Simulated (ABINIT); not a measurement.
Positron calculation, with input and output: K (part 2 of 2)

Continued. System: K (1 atom in the cell). Method: Kohn-Sham DFT of a periodic cell, PBEsol, JTH PAW PBE v2.0, no spin polarisation (ABINIT 10.8.3); cutoff 326.54 eV, 5×5×5 k-mesh, fermi-dirac of 0.2 eV. The structure derives from a Materials Project entry.

Geometry of the input (Å; fractional positions):
```
-2.6976  2.6976  2.6976
2.6976  -2.6976  2.6976
2.6976  2.6976  -2.6976
K  0.0000  0.0000  0.0000
```

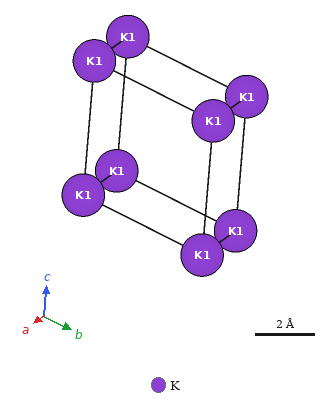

The structure (ball-and-stick view of the cell of the calculation, seen slightly off an axis; atoms are numbered from 1 in the order of the input).

### Output, continued
```
 cartesian forces (eV/Angstrom) at end:
    1     -0.00000000000000    -0.00000000000000    -0.00000000000000
 frms,max,avg= 0.0000000E+00 0.0000000E+00   0.000E+00  0.000E+00  0.000E+00 e/A
 length scales=  1.000000000000  1.000000000000  1.000000000000 bohr
              =  0.529177210544  0.529177210544  0.529177210544 angstroms
 Fermi (or HOMO) energy (hartree) =   0.02947   Average Vxc (hartree)=  -0.20301
 Eigenvalues (hartree) for nkpt=  10  k points:
 kpt#   1, nband=  9, wtk=  0.00800, kpt=  0.0000  0.0000  0.0000 (reduced coord)
  -1.14646   -0.54071   -0.54071   -0.54071   -0.04583    0.18540    0.18540    0.18540
   0.21755
      occupation numbers for kpt#   1
   2.00000    2.00000    2.00000    2.00000    1.99993    0.00000    0.00000    0.00000
   0.00000
 prteigrs : prtvol=0 or 1, do not print more k-points.

--- !EnergyTerms
iteration_state     : {dtset: 1, }
comment             : Components of total free energy in Hartree
kinetic             :  8.30129807574582E+00
hartree             :  9.98555883848977E+00
xc                  : -3.90583000681689E+00
Ewald energy        : -1.44565679458164E+01
psp_core            :  2.17179848332344E-01
local_psp           : -3.26406474093008E+01
PAW spherical_terms :  4.03215487656194E+00
internal            : -2.84668537228042E+01
'-kT*entropy'       : -3.68006333939035E-03
total_energy        : -2.84705337861436E+01
total_energy_eV     : -7.74722691484005E+02
...

--- !EnergyTermsDC
iteration_state     : {dtset: 1, }
comment             : '"Double-counting" decomposition of free energy'
band_energy         : -5.53923084356699E+00
Ewald energy        : -1.44565679458164E+01
psp_core            :  2.17179848332344E-01
xc_dc               : -8.79739949460991E+00
PAW spherical_terms :  1.09170016220892E-01
internal            : -2.84668484194401E+01
'-kT*entropy'       : -3.68006333939035E-03
total_energy_dc     : -2.84705284827795E+01
total_energy_dc_eV  : -7.74722547172116E+02
...

--- !EnergyTermsWithPAWCore
iteration_state     : {dtset: 1, }
comment             : 'Components of total free energy, including PAW core contributions'
Total energy        : -6.01326284347980E+02
Total energy DC     : -6.01326279044615E+02
Total energy (eV)   : -1.63629217832535E+04
Total energy DC (eV): -1.63629216389416E+04
...

 Cartesian components of stress tensor (hartree/bohr^3)
  sigma(1 1)=  1.18153181E-05  sigma(3 2)=  0.00000000E+00
  sigma(2 2)=  1.18153181E-05  sigma(3 1)=  0.00000000E+00
  sigma(3 3)=  1.18153181E-05  sigma(2 1)=  0.00000000E+00

-Cartesian components of stress tensor (GPa)         [Pressure= -3.4762E-01 GPa]
- sigma(1 1)=  3.47618661E-01  sigma(3 2)=  0.00000000E+00
- sigma(2 2)=  3.47618661E-01  sigma(3 1)=  0.00000000E+00
- sigma(3 3)=  3.47618661E-01  sigma(2 1)=  0.00000000E+00

================================================================================
== DATASET  2 ==================================================================

--- !DatasetInfo
iteration_state: {dtset: 2, }
dimensions: {natom: 1, nkpt: 1, mband: 1, nsppol: 1, nspinor: 1, nspden: 1, mpw: 528, }
cutoff_energies: {ecut:  12.0, pawecutdg:  24.0, }
electrons: {nelect:   1.00000000E+00, charge:   0.00000000E+00, occopt:   2.00000000E+00, tsmear:   1.00000000E-02, }
meta: {optdriver: 0, ionmov: 0, optcell: 0, iscf: 17, paral_kgb: 0, }
...

 mkfilename : getden/=0, take file _DEN from output of DATASET   1.

 Real(R)+Recip(G) space primitive vectors, cartesian coordinates (Bohr,Bohr^-1):
 R(1)= -5.0976468  5.0976468  5.0976468  G(1)=  0.0000000  0.0980845  0.0980845
 R(2)=  5.0976468 -5.0976468  5.0976468  G(2)=  0.0980845  0.0000000  0.0980845
 R(3)=  5.0976468  5.0976468 -5.0976468  G(3)=  0.0980845  0.0980845  0.0000000
 Unit cell volume ucvol=  5.2986986E+02 bohr^3
 Angles (23,13,12)=  1.09471221E+02  1.09471221E+02  1.09471221E+02 degrees

 Coarse grid specifications (used for wave-functions):

 getcut: wavevector=  0.0000  0.0000  0.0000  ngfft=  30  30  30
         ecut(hartree)=     12.000   => boxcut(ratio)=   2.17889

 Fine grid specifications (used for densities):

 getcut: wavevector=  0.0000  0.0000  0.0000  ngfft=  40  40  40
         ecut(hartree)=     24.000   => boxcut(ratio)=   2.05556

--- Pseudopotential description ------------------------------------------------
- pspini: atom type   1  psp file is ./K.GGA_PBE-JTH.xml
 Pseudopotential format is: paw10
 basis_size (lnmax)=  5 (lmn_size= 13), orbitals=   0   0   1   1   2
 Spheres core radius: rc_sph= 2.10865939
 Shapefunction is SIN type: shapef(r)=[sin(pi*r/rshp)/(pi*r/rshp)]**2
 Radius for shape functions =  2.00653367
 Compensation charge density is not taken into account in XC energy/potential

--------------------------------------------------------------------------------

================================================================================

--- !BeginCycle
iteration_state: {dtset: 2, }
solver: {iscf: 17, nstep: 80, nline: 10, wfoptalg: 10, }
tolerances: {toldfe: 1.00E-07, }
...

     iter   Etot(hartree)      deltaE(h)  residm     nres2
 ETOT  1  -28.665873934284    -2.867E+01 5.234E-01 1.522E-02
 ETOT  2  -28.781355795600    -1.155E-01 2.530E-06 2.010E-02
 ETOT  3  -28.781356164821    -3.692E-07 9.985E-13 1.311E-02
 ETOT  4  -28.781634016295    -2.779E-04 3.409E-13 1.831E-04
 ETOT  5  -28.781356452443     2.776E-04 1.236E-13 3.060E-05
 ETOT  6  -28.781356164821     2.876E-07 5.356E-19 2.654E-06
 ETOT  7  -28.781356183649    -1.883E-08 2.010E-21 2.807E-08
 ETOT  8  -28.781356164821     1.883E-08 7.450E-23 7.036E-09

 At SCF step    8, etot is converged :
  for the second time, diff in etot=  1.883E-08 < toldfe=  1.000E-07

--- !ResultsGS
iteration_state: {dtset: 2, }
comment   : Summary of ground state results
lattice_vectors:
- [ -5.0976468,   5.0976468,   5.0976468, ]
- [  5.0976468,  -5.0976468,   5.0976468, ]
- [  5.0976468,   5.0976468,  -5.0976468, ]
lattice_lengths: [   8.82938,    8.82938,    8.82938, ]
lattice_angles: [109.471, 109.471, 109.471, ] # degrees, (23, 13, 12)
lattice_volume:   5.2986986E+02
convergence: {deltae:  1.883E-08, res2:  7.036E-09, residm:  7.450E-23, diffor:  0.000E+00, }
etotal    :  -2.87813562E+01
entropy   :   0.00000000E+00
fermie    :  -3.10827682E-01
cartesian_stress_tensor: null
pressure_GPa: null
xred      :
- [  0.0000E+00,   0.0000E+00,   0.0000E+00,  K]
cartesian_forces: null
force_length_stats: {min: null, max: null, mean: null, }
...

 Integrated electronic density in atomic spheres:
 ------------------------------------------------
 Atom  Sphere_radius  Integrated_density
    1        2.10866          0.01558948

--------------------------------------------------------------------------------
 Results for electron-positron annihilation:

2 computations of positron lifetime have been performed (with different enhancement factors).

########## Lifetime computation 1

 # Zero-positron density limit of Arponen and Pajanne provided by Boronski & Nieminen
   Ref.: Boronski and R.M. Nieminen, Phys. Rev. B 34, 3820 (1986)
 # Enhancement factor of Boronski & Nieminen
   Ref.: Boronski and R.M. Nieminen, Phys. Rev. B 34, 3820 (1986)

 Positron lifetime                         (ps)   =  6.06299355E+02
 Positron lifetime with IPM for core elec. (ps)   =  6.06867719E+02
 Annihilation rate                         (ns-1) =  1.64935026E+00
 Annihilation rate with IPM for core elec. (ns-1) =  1.64780556E+00

 Annihilation rate core/valence decomposition:
   Core    contribution to ann.rate          (ns-1) =  9.32795588E-03
   Valence contribution to ann.rate          (ns-1) =  1.64002231E+00
   Core    contribution to ann.rate with IPM (ns-1) =  7.62466254E-03
   Valence contribution to ann.rate with IPM (ns-1) =  1.64018089E+00

 Annihilation rate PAW decomposition:
   Plane-wave contribution to ann.rate          (ns-1) =  1.89910020E+00
   Plane-wave valence contribution to ann.rate  (ns-1) =  1.89907272E+00
   On-site core contribution to ann.rate        (ns-1) =  9.30047800E-03
   On-site valence contribution to ann.rate     (ns-1) = -2.59050415E-01
   Plane-wave contribution to ann.rate with IPM (ns-1) =  1.89909032E+00
   Plane-wave core contrb. to ann.rate with IPM (ns-1) =  1.26904454E-05

########## Lifetime computation 2

 # Zero-positron density limit of Arponen and Pajanne provided by Boronski & Nieminen
   Ref.: Boronski and R.M. Nieminen, Phys. Rev. B 34, 3820 (1986)
 # Enhancement factor of Boronski & Nieminen IN THE RPA LIMIT
   Ref.: Boronski and R.M. Nieminen, Phys. Rev. B 34, 3820 (1986)

 Positron lifetime                         (ps)   =  3.80673797E+02
 Positron lifetime with IPM for core elec. (ps)   =  3.80897773E+02
 Annihilation rate                         (ns-1) =  2.62692102E+00
 Annihilation rate with IPM for core elec. (ns-1) =  2.62537634E+00

 Annihilation rate core/valence decomposition:
   Core    contribution to ann.rate          (ns-1) =  9.32802685E-03
   Valence contribution to ann.rate          (ns-1) =  2.61759299E+00
   Core    contribution to ann.rate with IPM (ns-1) =  7.62466254E-03
   Valence contribution to ann.rate with IPM (ns-1) =  2.61775167E+00

 Annihilation rate PAW decomposition:
   Plane-wave contribution to ann.rate          (ns-1) =  2.87757205E+00
   Plane-wave valence contribution to ann.rate  (ns-1) =  2.87754449E+00
   On-site core contribution to ann.rate        (ns-1) =  9.30046880E-03
   On-site valence contribution to ann.rate     (ns-1) = -2.59951497E-01
   Plane-wave contribution to ann.rate with IPM (ns-1) =  2.87756219E+00
   Plane-wave core contrb. to ann.rate with IPM (ns-1) =  1.26904454E-05

      (*) IPM=Independent particle Model

================================================================================

 ----iterations are completed or convergence reached----

 Mean square residual over all n,k,spin=   74.502E-24; max=  74.502E-24
 reduced coordinates (array xred) for    1 atoms
       0.000000000000      0.000000000000      0.000000000000
 rms dE/dt=  0.0000E+00; max dE/dt=  0.0000E+00; dE/dt below (all hartree)
    1       0.000000000000      0.000000000000      0.000000000000

 cartesian coordinates (angstrom) at end:
    1      0.00000000000000     0.00000000000000     0.00000000000000
 length scales=  1.000000000000  1.000000000000  1.000000000000 bohr
              =  0.529177210544  0.529177210544  0.529177210544 angstroms
 Fermi (or HOMO) energy (hartree) =  -0.31083   Average Vxc (hartree)=  -0.25980
 Eigenvalues (hartree) for nkpt=   1  k points:
 kpt#   1, nband=  1, wtk=  1.00000, kpt=  0.0000  0.0000  0.0000 (reduced coord)
  -0.31083

--- !EnergyTerms
iteration_state     : {dtset: 2, }
comment             : Components of total free energy in Hartree
kinetic             :  4.38907637340045E-02
local_psp           : -2.78552313301166E-01
PAW spherical_terms : -3.97660761445334E-02
positronic          : -2.74427625711695E-01
electronic          : -2.84705284827795E+01
electron_positron_interaction: -3.63997138360830E-02
total_energy        : -2.87813558223272E+01
total_energy_eV     : -7.83180589964361E+02
...

--- !EnergyTermsDC
iteration_state     : {dtset: 2, }
comment             : '"Double-counting" decomposition of free energy'
band_energy         : -3.10827682041724E-01
PAW spherical_terms :  0.00000000000000E+00
electron_positron_dc:  3.63997138360799E-02
positronic          : -2.74427968205643E-01
electronic          : -2.84705284827795E+01
electron_positron_interaction: -3.63997138360830E-02
total_energy_dc     : -2.87813561648212E+01
total_energy_dc_eV  : -7.83180599284096E+02
...

== END DATASET(S) ==============================================================
================================================================================

 -outvars: echo values of variables after computation  --------
            acell      1.0000000000E+00  1.0000000000E+00  1.0000000000E+00 Bohr
           etotal1    -2.8470528483E+01
           etotal2    -2.8781356165E+01
            fcart1    -0.0000000000E+00 -0.0000000000E+00 -0.0000000000E+00
            fcart2     9.9999999999E+99  9.9999999999E+99  9.9999999999E+99
            rprim     -5.0976468017E+00  5.0976468017E+00  5.0976468017E+00
                       5.0976468017E+00 -5.0976468017E+00  5.0976468017E+00
                       5.0976468017E+00  5.0976468017E+00 -5.0976468017E+00
           strten1     1.1815318144E-05  1.1815318144E-05  1.1815318144E-05
                       0.0000000000E+00  0.0000000000E+00  0.0000000000E+00
           strten2     9.9999999999E+99  9.9999999999E+99  9.9999999999E+99
                       9.9999999999E+99  9.9999999999E+99  9.9999999999E+99
 Calculation completed.
```

### Results in brief

```tsv
quantity	value
outcome	converged
space group (tolerance 0.01 Å)	Im-3m (229)
electrons treated	9
free energy	−774.7225 eV
positron lifetime (one of the program's estimates)	380.7 ps
Fermi energy of the self-consistent step	0.802 eV
gap on the k-point mesh	none (metallic)
pressure	−0.35 GPa
largest force (length of the vector)	under 0.001 eV/Å
hardware	1 thread of Arm Neoverse V1, 24 GiB of memory available, shared host
wall time	5.3 s
peak memory	0.08 GiB
```

### Notes

Points of doubt noted for this run: PAW basis incomplete for positron.
